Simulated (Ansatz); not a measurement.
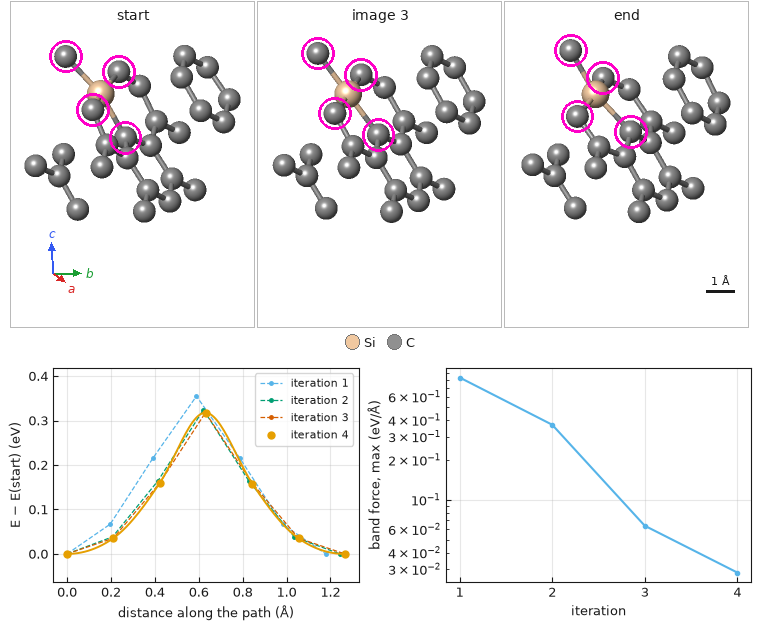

A search for the minimum-energy path of a defect cell of composition SiC₃₀ (31 atoms in the cell) by the nudged elastic band. Images are numbered from 0 (start) to 6 (end). The plot follows the band through its iterations. The picture is a ball-and-stick view of the atoms within 3.8 Å of the middle of the path, seen slightly off an axis. The atoms that move most are ringed. Bonds to atoms that aren't drawn are left out.

Method: DFT PBE+D3(BJ), scalar-relativistic, plane waves, PAW (Ansatz 0.2.0). Set-up: plane-wave cutoff 420 eV; k-point mesh 2 × 2 × 2; Gaussian smearing 0.02 eV; 5 movable images; climbing image.

> Judge this run.

The run is converged, with reservations. The band converged in 4 iterations. The largest component of the band force went from 0.84 to 0.028 eV/Å. The climbing image converged on the top of the path. Its curvatures weren't checked. The first iteration put the highest image at 0.35 eV. The two ends have the same energy, and the highest point, image 3, lies 0.32 eV above the start.

Limits of the set-up: the periodic images lie only 6.6 Å apart, so the values are limited by the cell's size.

The run took 51 s on 4 threads of AMD EPYC 9R14 (Zen 4), on a shared host, peak memory 1.4 GiB.
